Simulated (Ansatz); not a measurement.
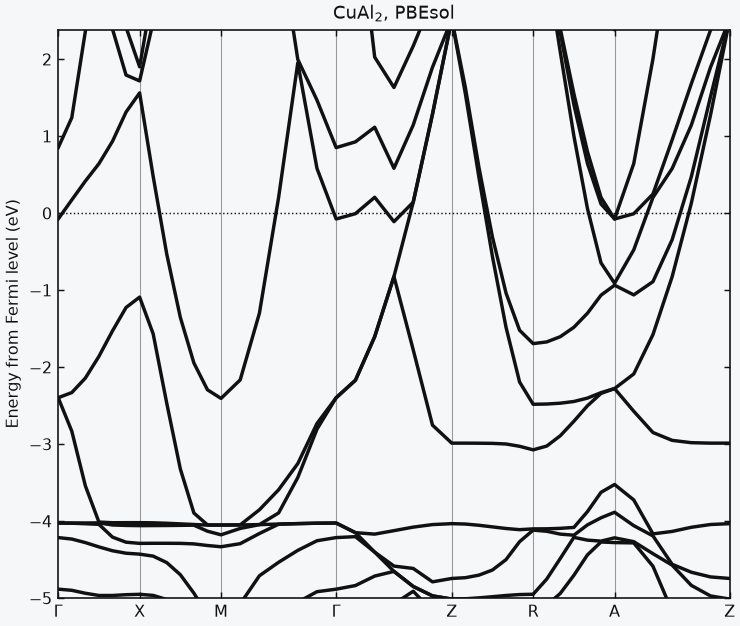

Band structure. Energies are counted from the Fermi level. The path runs straight from each named point to the next. The path has few k points, so lines between them are rough.

Question: What lattice type does the k path imply?

Answer: A primitive tetragonal lattice: the path Γ–X–M–Γ–Z–R–A–Z runs through the special points of its Brillouin zone.

This input was run:

```yaml
crystal:
  lattice:
    - [4.105182, 0.0, 0.0]
    - [0.0, 4.105182, 0.0]
    - [0.0, 0.0, 2.891313]
  atoms:
    - { symbol: Cu, position: [0.0, 0.0, 0.0] }
    - { symbol: Al, position: [0.0, 0.5, 0.5] }
    - { symbol: Al, position: [0.5, 0.0, 0.5] }
kpoints:
  mp_grid: { grid: [7, 7, 9] }
  band_path:
    path:
      - [0.0, 0.0, 0.0]
      - [0.0, 0.5, 0.0]
      - [0.5, 0.5, 0.0]
      - [0.0, 0.0, 0.0]
      - [0.0, 0.0, 0.5]
      - [0.0, 0.5, 0.5]
      - [0.5, 0.5, 0.5]
      - [0.0, 0.0, 0.5]
    npoints: 6
scf:
  occupations: { method: fermi_dirac, width: 0.05 }
hamiltonian:
  xc: pbesol
  pseudopotentials: { kind: all_electron, datasets: crystal }
output:
  forces: true
  stress: true
  eigenvalues: true
```

System: CuAl$_{2}$, space group P4/mmm, 3 atoms in the cell.

Computed with Ansatz 0.2.0: PBEsol, PAW data sets made for the crystal, no spin polarisation, no spin-orbit coupling, 7×7×9 k mesh, Fermi-Dirac smearing of 0.05 eV.

Question: Is there a gap at the Fermi level?

Answer: A metal: bands cross the Fermi level along this path.

Question: Which levels at Γ lie nearest to the Fermi level?

Answer: At Γ the nearest levels lie 0.08 eV below and 0.85 eV above the Fermi level.

The cell comes from a database of computed structures, and whether it is the stable form of this composition wasn't checked. Bands are joined in order of energy, so crossings between the computed points show as kinks or gaps.
